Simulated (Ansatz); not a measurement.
System: antifluorite-type Be₂C, space group Fm-3m (No. 225), 3 atoms in the primitive cell. The cell is scaled uniformly. Method: LDA, all-electron LAPW, no spin polarisation, no spin-orbit coupling, 14×14×14 k mesh (Ansatz).

At 6.90 Å³/atom the lowest conduction levels at the points plotted lie 3.99 eV (Γ) and 1.17 eV (X) above the valence top at Γ.

> How does each level move from 6.49 Å³/atom to 7.17 Å³/atom?

Γ falls by 0.18 eV and X falls by 0.05 eV. Straight lines against ln V have slopes of −1.8 eV at Γ and −0.5 eV at X.

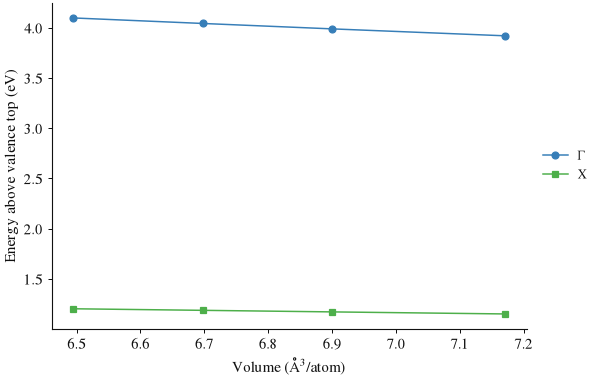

Lowest conduction level at Γ, counted from the valence-band top at Γ, and the lowest one over the whole k mesh, at X.

| volume | Γ (eV) | X (eV) | pressure (GPa) |
| --- | --- | --- | --- |
| 6.49 Å³/atom | 4.10 | 1.20 | −0.6 |
| 6.70 Å³/atom | 4.04 | 1.19 | −6.9 |
| 6.90 Å³/atom | 3.99 | 1.17 | −12.3 |
| 7.17 Å³/atom | 3.92 | 1.15 | −18.5 |

LDA, GGA and most meta-GGA functionals understate gaps.
